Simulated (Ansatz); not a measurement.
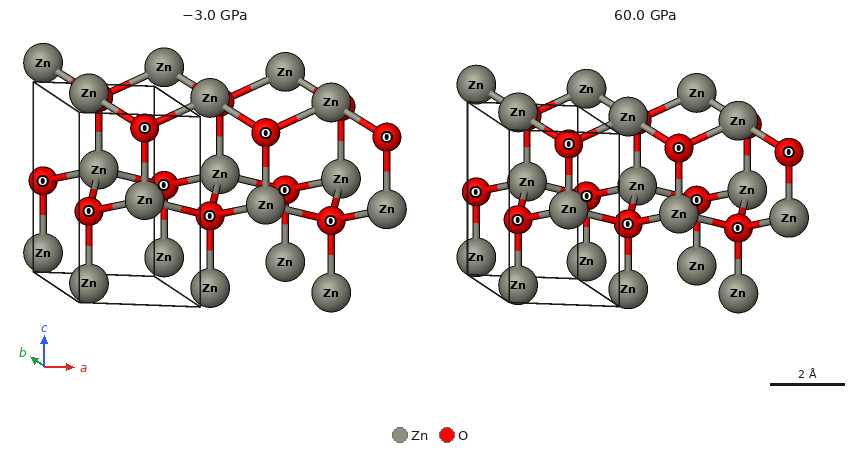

A crystal of ZnO (set up in P6_3mc), relaxed (cell and atoms) at several target pressures. The picture shows the first and the last member. The picture is a ball-and-stick view of the cell of the calculation, repeated 3 × 2 × 1 with one cell outlined, seen slightly off an axis.

Computed with Ansatz 0.2.0: DFT PBE, scalar-relativistic, plane waves, PAW. Set-up: plane-wave cutoff 420 eV; k-point mesh 12 × 12 × 6; occupations gaussian; smearing width 0.02 eV; no spin polarisation; cell and atoms relaxed; force threshold 0.008 eV/Å.

| pressure (GPa) | volume (Å³/atom) | a (Å) | c (Å) | band gap (eV) |
| --- | --- | --- | --- | --- |
| −3.0 | 12.635 | 3.306 | 5.338 | 0.71 |
| 0.0 | 12.325 | 3.279 | 5.293 | 0.74 |
| 3.0 | 12.053 | 3.255 | 5.254 | 0.78 |
| 8.0 | ? | ? | ? | ? |
| 15.0 | 11.215 | 3.178 | 5.128 | 0.88 |
| 30.0 | 10.477 | 3.107 | 5.013 | 0.97 |
| 60.0 | 9.495 | 3.007 | 4.850 | 1.10 |

Fill in the missing row.

Answer. Murnaghan's form V = V₀(1 + B′P/B₀)^(−1/B′), with V₀ = 12.325 Å³ from the row at zero pressure, fits the other rows with B₀ = 130 GPa and B′ = 4.02 (largest miss 0.009 Å³). At 8.0 GPa it gives 12.325 × (1 + 4.02 × 8.0/130)^(−1/4.02) = 11.666 Å³ per atom. The calculation gives 11.666 Å³/atom (a = 3.220 Å, c = 5.196 Å). The estimate is right to the digits shown. For the gap a parabola through the rows 0.0, 3.0, 15.0 gives 0.83 eV, and the calculation 0.82 eV (semilocal gaps, lower than measured ones as a rule). From the first member to the last: O–Zn 2.024 → 1.838 Å.

The whole series:

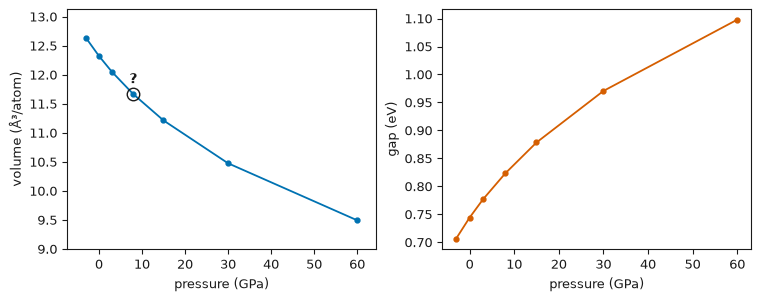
